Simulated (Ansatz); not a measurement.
# Calculations on Ti

### One mode

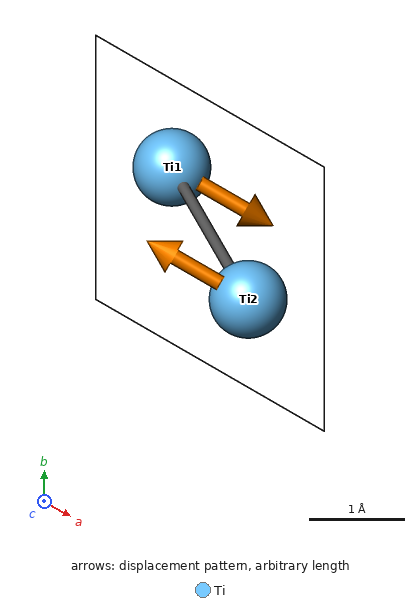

One vibrational mode of solid Ti relaxed at 18 GPa at the zone centre. Displacements are drawn as orange arrows; their common scale and sign are arbitrary. A ball-and-stick model of the cell of the calculation, seen along the c axis.

These are results of Ansatz, DFT PBEsol, scalar-relativistic, plane waves, PAW, not measurements. (plane-wave cutoff 420 eV; k-point mesh 18 × 18 × 10; occupations fermi dirac; smearing width 0.15 eV; target pressure 18 GPa; no spin polarisation)

The frequencies depend somewhat on the k-mesh and the smearing.

### Give the symmetry, activity and frequency of this mode.

This is the E₂g mode (doubly degenerate; one member of the set is drawn) at 11.4 meV, the lowest optical level, Raman-active by symmetry. All motion is along a; atoms of one kind move against one another, with no net shift of their sublattice.

### One mode

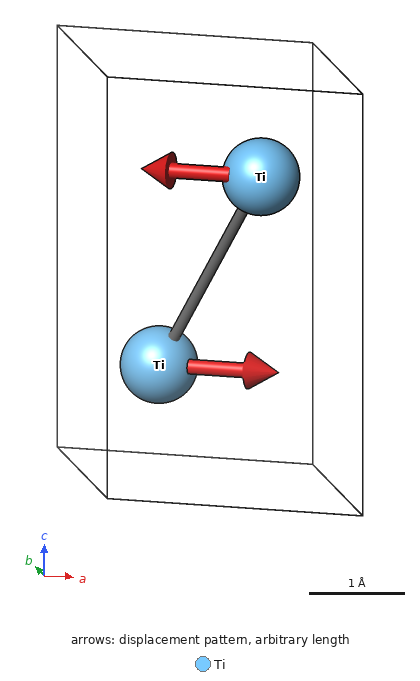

One vibrational mode of solid Ti relaxed at 7 GPa at the zone centre. The red arrows give the relative displacements of the atoms. A ball-and-stick model of the cell of the calculation, seen slightly off an axis.

The calculation used Ansatz, DFT PBEsol, scalar-relativistic, plane waves, PAW.

Input
```yaml
crystal:
  lattice:
    - [2.8485852831, 0.0, 0.0]
    - [-1.4242926415, 2.46694722, 0.0]
    - [0.0, 0.0, 4.52412856]
  atoms:
    - { symbol: Ti, position: [0.3333333333, 0.6666666667, 0.25] }
    - { symbol: Ti, position: [0.6666666667, 0.3333333333, 0.75] }
basis:
  ecutwfc: 420
kpoints:
  mp_grid: { grid: [18, 18, 10] }
hamiltonian:
  xc: pbesol
scf:
  occupations: { method: fermi_dirac, width: 0.15 }
output:
  eigenvalues: true
phonons:
  method: dfpt
  eigenvectors: true
```

Run as
```bash
ansatz run input.yaml --threads 1 --pin off --max-ram 3072MiB --backend cpu --events-out ev --progress --plain --runs-dir out
```

The frequencies depend somewhat on the k-mesh and the smearing.

**What mode is this, and where does it lie in the spectrum?**

This is the E₂g mode (doubly degenerate; one member of the set is drawn) at 12.9 meV, the lowest optical level, Raman-active by symmetry. All motion is along a; atoms of one kind move against one another, with no net shift of their sublattice.

### Softest mode

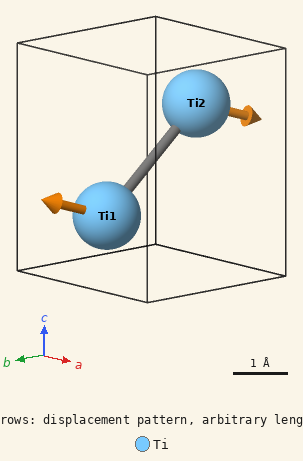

The lowest optical mode of crystalline Ti at 0.98 times its rest volume, space group P6₃/mmc (No. 194), at the zone centre. Displacements are drawn as orange arrows; their common scale and sign are arbitrary. A ball-and-stick model of the cell of the calculation, seen from a free direction.

All numbers below come from DFT PBEsol, scalar-relativistic, plane waves, PAW (Ansatz 0.2.0). Set-up: plane-wave cutoff 420 eV; k-point mesh 18 × 18 × 10; occupations fermi dirac; smearing width 0.15 eV; no spin polarisation.

The frequencies depend somewhat on the k-mesh and the smearing.

Q: Is this crystal at a minimum with respect to the drawn distortion?

A: Yes: this softest mode has a real frequency, and so have all others here. That speaks for this wave vector alone: the rest of the zone wasn't checked in this run. This is the E₂g mode (doubly degenerate; one member of the set is drawn) at 13.4 meV, the lowest optical level, Raman-active by symmetry. All motion is along a; atoms of one kind move against one another, with no net shift of their sublattice.

### Softest mode

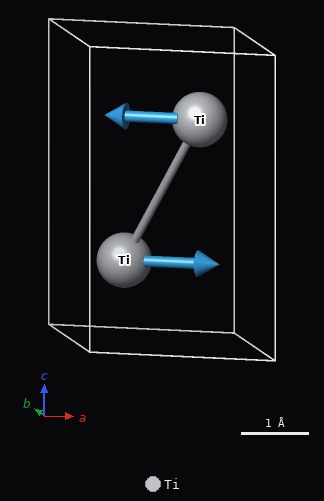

The lowest optical mode of crystalline Ti at 1.02 times its rest volume, space group P6₃/mmc (No. 194), at the zone centre. The blue arrows are the displacements of the atoms (eigenvector over the root of the mass), of arbitrary overall length and sign. A ball-and-stick model of the cell of the calculation, seen slightly off an axis.

Computed with Ansatz 0.2.0, DFT PBEsol, scalar-relativistic, plane waves, PAW.

Input
```yaml
crystal:
  lattice:
    - [2.9218142591, 0.0, 0.0]
    - [-1.4609071296, 2.5303653735, 0.0]
    - [0.0, 0.0, 4.6312624142]
  atoms:
    - { symbol: Ti, position: [0.3333333333, 0.6666666667, 0.25] }
    - { symbol: Ti, position: [0.6666666667, 0.3333333333, 0.75] }
basis:
  ecutwfc: 420
kpoints:
  mp_grid: { grid: [18, 18, 10] }
hamiltonian:
  xc: pbesol
scf:
  occupations: { method: fermi_dirac, width: 0.15 }
output:
  eigenvalues: true
phonons:
  method: dfpt
  eigenvectors: true
```

Launched with:
```bash
ansatz run input.yaml --threads 1 --pin off --max-ram 3072MiB --backend cpu --events-out ev --progress --plain --runs-dir out
```

The frequencies depend somewhat on the k-mesh and the smearing.

### Is the structure stable against all modes at this point?

Yes: this softest mode has a real frequency, and so have all others here. That speaks for this wave vector alone: the rest of the zone wasn't checked in this run. This is the E₂g mode (doubly degenerate; one member of the set is drawn) at 13.7 meV, the lowest optical level, Raman-active by symmetry. All motion is along a; atoms of one kind move against one another, with no net shift of their sublattice.
